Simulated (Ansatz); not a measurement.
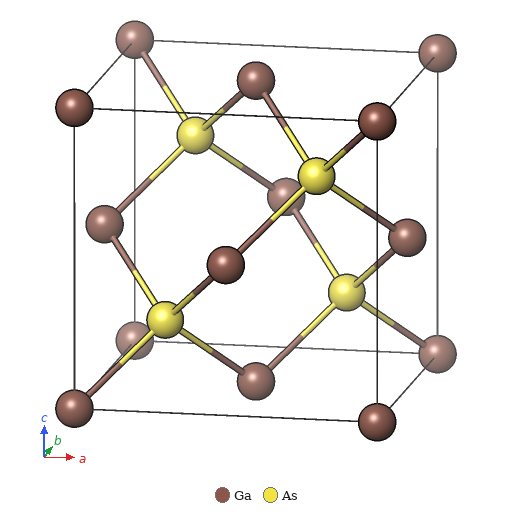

System: GaAs, space group F-43m (No. 216). The picture shows the conventional cell.

Input of the run:
```
crystal:
  lattice:
    - [0.0, 2.8434520953, 2.8434520953]
    - [2.8434520953, 0.0, 2.8434520953]
    - [2.8434520953, 2.8434520953, 0.0]
  atoms:
    - { symbol: Ga, position: [0.0, 0.0, 0.0] }
    - { symbol: As, position: [0.75, 0.75, 0.75] }
basis:
  ecutwfc: 420
kpoints:
  mp_grid: { grid: [12, 12, 12] }
hamiltonian:
  xc: pbe
scf:
  occupations: { method: fixed }
output:
  eigenvalues: true
phonons:
  method: dfpt
  dielectric: true
  rigid_motions: translations
  eigenvectors: true
```

Launched with:
```bash
ansatz run input.yaml --threads 1 --pin off --max-ram 3072MiB --backend cpu --events-out ev --progress --plain --runs-dir out
```

Computed with Ansatz 0.2.0: optical phonons of an insulator on the approach to the zone centre along x, y and z with the field of polar modes, imaginary frequencies are negative, field response on a mesh refined by the program; plane waves with PAW datasets. Level: PBE, no spin polarisation.

wave cutoff 420 eV; k mesh 12×12×12; occupations fixed; pressure 2 GPa.

Predict the polar optical modes, transverse and longitudinal, approaching the zone centre along x.

The transverse (TO, twofold) lines lie at 261.5 and the longitudinal (LO) ones at 279.3 cm⁻¹, the same along x, y and z by the cubic symmetry.

```csv
at,frequency (cm⁻¹),degeneracy,dipole strength ((D/Å)²/amu)
x,261.5,2,5.92
x,279.3,1,2.96
```

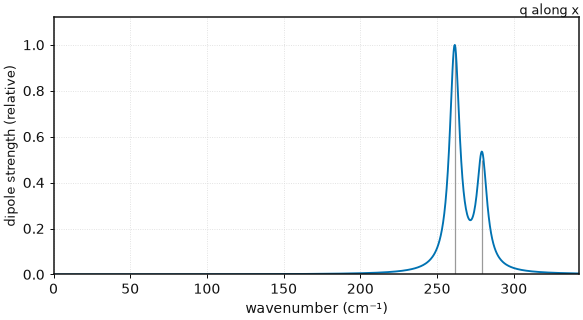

Lines are broadened by Lorentzians of 8 cm⁻¹ full width; the spectrum is scaled to its strongest line.

Caveats: a crossing between the sampled k points may be missed; field response not converged on the k mesh.
